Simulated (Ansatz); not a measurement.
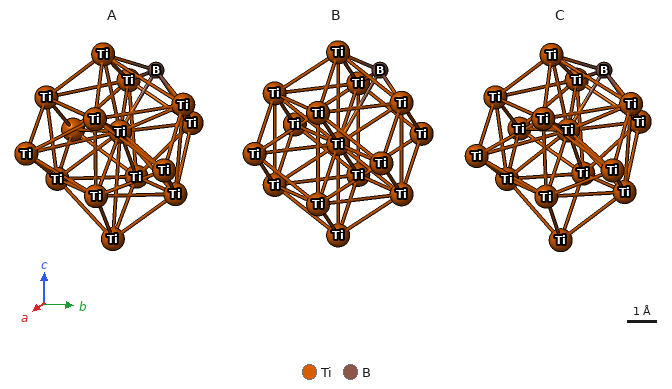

3 geometries from one relaxation of a defect cell of composition Ti$_{32}$B, in shuffled order. The picture is a ball-and-stick view of the atoms within 4.2 Å of the atom that moves most (axes of the conventional cell (2 times the calculation's cell)), seen slightly off an axis. Lengths and directions refer to the drawn axes.

Case: B interstitial, charge +0, atoms relaxed at the host's cell.

Computed with DFT PBE, scalar-relativistic, plane waves, PAW in Ansatz 0.2.0. (plane-wave cutoff 420 eV; k-point mesh 4 × 4 × 4; occupations gaussian; smearing width 0.1 eV; no spin polarisation; atoms relaxed in a fixed cell; force threshold 0.025 eV/Å; at most 45 steps)

Q: Put them in the order of the run, from the start to the converged end.

A: B, A, C. They are steps 0, 3, 8, at +5.215 eV per cell of the calculation, +0.233 eV per cell of the calculation relative to the last. The largest moves, 0.51 Å, are those of Ti atoms. B stays in place. The lattice vectors keep their values. Some distances before and after: Ti–Ti 3.256 → 3.886 Å, B–Ti 2.934 → 2.427 Å, Ti–Ti 3.256 → 2.788 Å, Ti–Ti 2.819 → 3.271 Å. The energy falls by 5.215 eV per cell of the calculation in 7 accepted moves (8 points after the start). The largest force component goes from 4.8 to 0.024 eV/Å. The line search rejected the trial step at point 7 of the run. Cost: 15 min on 4 threads of Arm Neoverse V1, on a shared host, peak memory 3.3 GiB.
